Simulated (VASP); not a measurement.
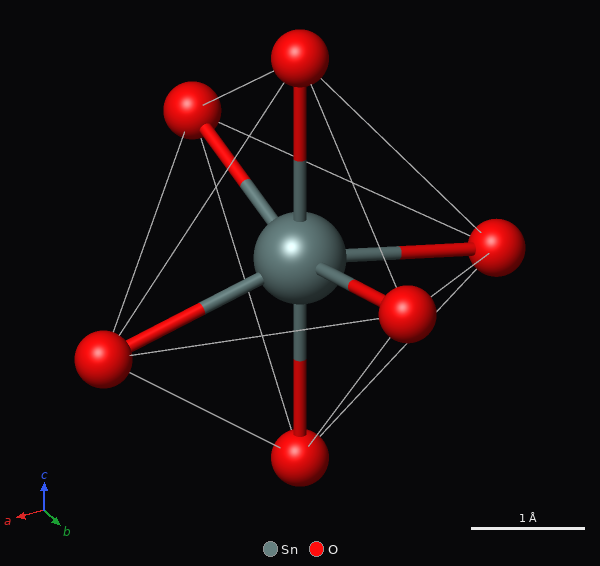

Coordination of Sn in SnO2 (I4_1/amd). The shape measure S (0 to 100) is the computed least-squares distance from an ideal polyhedron; S = 0 means ideal. Source: a cell listed in the Materials Project, as set up for an electronic-structure calculation.

What geometry does the central atom have?

Answer. SnO6: a strongly distorted octahedron (coordination number 6, S = 3.59; next best trigonal prism, S = 12.1).

Does the central atom sit at the centroid of its ligands?

Answer. Yes, to within 0.01 Å; the site symmetry is -4m2.

How long are the bonds?

Answer. 4 × Sn–O 2.06 Å and 2 × Sn–O 2.09 Å. The next neighbour, not counted, lies at 3.25 Å.
